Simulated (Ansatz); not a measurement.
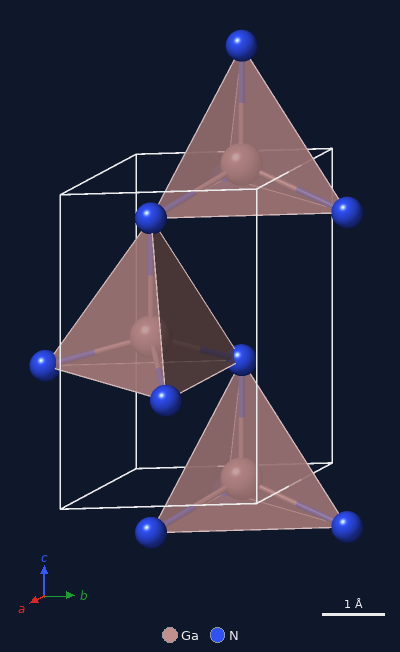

This is solid GaN (set up in P6_3mc). The picture is a polyhedral view of the cell of the calculation, seen slightly off an axis.

All numbers below come from DFT PBE, scalar-relativistic, plane waves, PAW (Ansatz). Set-up: plane-wave cutoff 420 eV; k-point mesh 12 × 12 × 6; occupations gaussian; smearing width 0.02 eV; no spin polarisation.

Change: Biaxial strain in the a–b plane, +6.0 %, is applied. The c axis and the atoms are relaxed.

**Predict the response.**

It costs 91.3 meV per atom. Pressure: 0.0 GPa before, −12.3 GPa after. The principal stresses (compression positive) are 0.0 GPa along c and −18.5 GPa across it. The gap on the k-mesh goes from 1.71 to 0.95 eV. The drawn cell changes as follows: a = b 3.218 → 3.411 Å (+6.0 %), c 5.243 → 5.105 Å (−2.6 %); the volume changes by +9.4 %. The largest moves relative to the cell, 0.029 Å, are those of Ga and N atoms. Largest moves by element: N 0.029 Å, Ga 0.029 Å. Some distances before and after: Ga–N 1.969 → 1.981 to 2.051 Å. The space group stays P6_3mc (No. 186).

The changed structure in the same view:

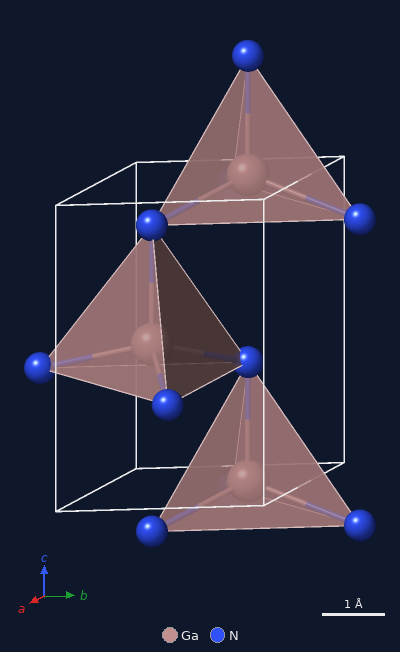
